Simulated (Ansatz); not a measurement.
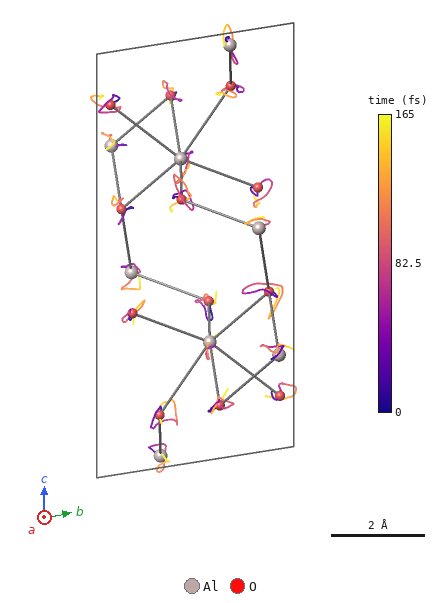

Molecular dynamics of a 20-atom cell of Al₂O₃ (set up in R-3c), 165 fs long. The cell was cut from the crystal with space group R-3c. Lines trace each atom's path, coloured by time; spheres stand at the starting positions. Seen along the a axis in the reduced simulation cell.

All numbers below come from Ansatz, DFT PBE, scalar-relativistic, plane waves, PAW. Run with plane-wave cutoff 420 eV; k-point mesh 3 × 3 × 3; Fermi-Dirac smearing 0.3 eV; volume 1.15 times that of the relaxed crystal; Langevin thermostat (NVT); set temperature 3500 K; time step 0.75 fs; friction 0.02 per fs.

> Describe the motion.

In the second half of the run the atoms are, in the root-mean-square, this far from where they began (common drift taken out): O 0.35 Å, Al 0.32 Å. That is small against the typical shortest distance between atoms in the first frame, about 1.9 Å: the atoms vibrate about their sites and the arrangement holds. The mean temperature in the second half is 3392 K (standard deviation 300 K). The potential energy in the second half lies on average 415 meV per atom above the first frame.

PAW datasets: the set soft_1.
